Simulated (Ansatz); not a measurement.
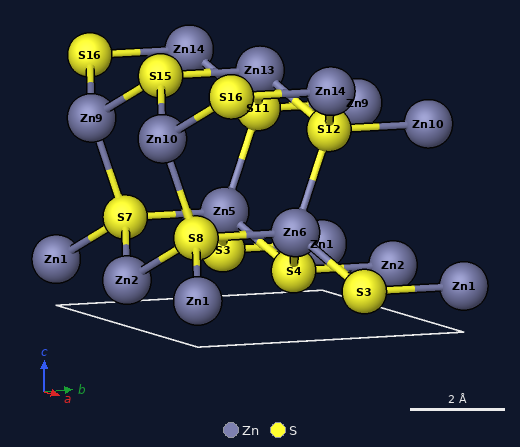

A slab of composition ZnS (cut from the P6_3mc phase), before the constrained relaxation. A ball-and-stick model of the cell of the calculation, outlined in the plane, without the vacuum (origin shifted), seen slightly off an axis.

Case: clean slab, lower planes held. The slab is the (1 0 0) face of ZnS. 8 atoms are held fixed.

Method: Ansatz, DFT PBE+D3(BJ), scalar-relativistic, plane waves, PAW.

The input:
```yaml
crystal:
  lattice:
    - [7.5878855749, 0.0, 0.0]
    - [0.0, 6.2354893644, 0.0]
    - [0.0, 0.0, 20.3808677793]
  atoms:
    - { symbol: Zn, position: [0.5, 0.9943873706, 0.3925249939] }
    - { symbol: Zn, position: [0.0, 0.9943873706, 0.3925249939] }
    - { symbol: S, position: [0.5, 0.6206126294, 0.3925249939] }
    - { symbol: S, position: [0.0, 0.6206126294, 0.3925249939] }
    - { symbol: Zn, position: [0.75, 0.4943873706, 0.4462624969] }
    - { symbol: Zn, position: [0.25, 0.4943873706, 0.4462624969] }
    - { symbol: S, position: [0.75, 0.1206126294, 0.4462624969] }
    - { symbol: S, position: [0.25, 0.1206126294, 0.4462624969] }
    - { symbol: Zn, position: [0.75, 0.9943873706, 0.5537375031] }
    - { symbol: Zn, position: [0.25, 0.9943873706, 0.5537375031] }
    - { symbol: S, position: [0.75, 0.6206126294, 0.5537375031] }
    - { symbol: S, position: [0.25, 0.6206126294, 0.5537375031] }
    - { symbol: Zn, position: [0.0, 0.4943873706, 0.6074750061] }
    - { symbol: Zn, position: [0.5, 0.4943873706, 0.6074750061] }
    - { symbol: S, position: [0.0, 0.1206126294, 0.6074750061] }
    - { symbol: S, position: [0.5, 0.1206126294, 0.6074750061] }
basis:
  ecutwfc: 420
kpoints:
  mp_grid: { grid: [2, 3, 1] }
hamiltonian:
  xc: pbe
  dispersion: d3bj
scf:
  occupations: { method: gaussian, width: 0.05 }
output:
  forces: true
  eigenvalues: true
  write_density: true
  write_potential: true
  elf: true
  volumetric_format: npy
relax:
  adjacent_minimum: "off"
  f_tol: 0.03
  max_steps: 70
  constraints: [{ sites: [0, 1, 2, 3, 4, 5, 6, 7] }]
efield:
  axis: 3
  dipole_correction: true
  ramp_width: 0.04
```

Command:
```bash
ansatz run input.yaml --threads 4 --pin off --max-ram 10240MiB --backend cpu --events-out ev --progress --plain --runs-dir out
```

> What does the optimiser find from here?

After 4 geometry steps the energy has fallen by 0.940 eV per cell of the calculation. Largest force component: 1.2 eV/Å at the start, 0.016 eV/Å at the end. The largest moves, 0.59 Å, are those of Zn13 and Zn14. Zn13 goes at 39° to the normal (−c side). By element the largest moves are Zn 0.59 Å, S 0.22 Å. The cell stays as it was. Among the contacts that change: Zn13–S15 2.331 → 2.210 Å, S7–Zn9 2.328 → 2.429 Å, S11–Zn13 2.328 → 2.268 Å, Zn5–S11 2.328 → 2.383 Å. Among the angles between lasting bonds that change: Zn6–S12–Zn13 109.2° → 94.9°, S11–Zn14–S16 109.8° → 122.5°, Zn9–S16–Zn14 109.8° → 97.9°. Cost: 73 s on 4 threads of Arm Neoverse V1, on a shared host, peak memory 1.6 GiB.

History of the run:

```
step  E − E(0), meV/atom  largest force component, eV/Å
   0                0.00                         1.2057
   1              -36.31                         0.7187
   2              -54.84                         0.3122
   3              -58.62                         0.0659
   4              -58.74                         0.0157
```

After the run, drawn alike:

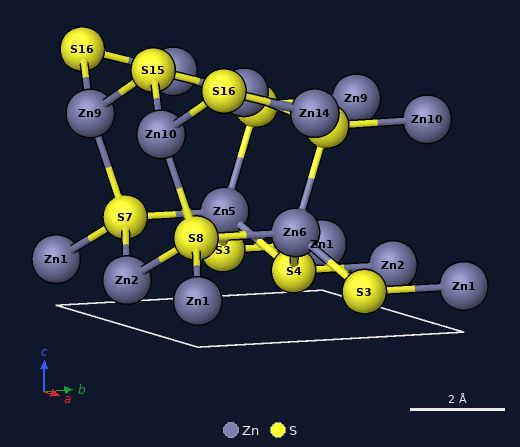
